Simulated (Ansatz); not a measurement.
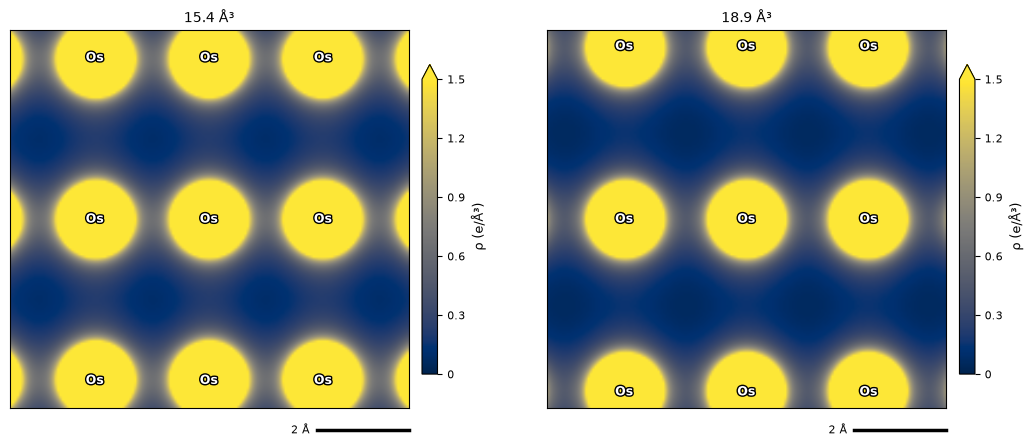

Os. The valence pseudo-density of cells scaled evenly to different volumes (given per atom above each panel), on the (110) plane of each (indices in the axes of the cell below), at one length scale and on one colour scale.

A generated structure, not necessarily the stable one; computed without spin polarisation.

The calculation used DFT, BLYP, plane waves (420 eV) with PAW, scalar-relativistic in Ansatz.

The largest cell:

```xyz
1
Lattice="2.6651 0.0000 0.0000 0.0000 2.6651 0.0000 0.0000 0.0000 2.6651" Properties=species:S:1:pos:R:3 pbc="T T T"
Os    0.0000    0.0000    0.0000
```

| volume (Å³/atom) | Os–Os contact in the plane (Å) | ρ at its midpoint (e/Å³) | pressure (GPa) | 
| --- | --- | --- | --- |
| 15.42 | 2.489 | 0.658 | 41.0 | 
| 17.53 | 2.598 | ? | ? | 
| 18.93 | 2.665 | 0.481 | −14.7 | 

**Estimate the missing row, and compare with the calculation.**

Over the known rows ln ρ falls by 1.78 per Å of Os–Os distance (the line through the two), which gives 0.542 e/Å³ at 2.598 Å; the calculation gives 0.547 e/Å³. For the pressure, a straight line in volume between the neighbouring rows gives 7.5 GPa; the calculation gives 0.4, lower because pressure rises ever faster on compression.
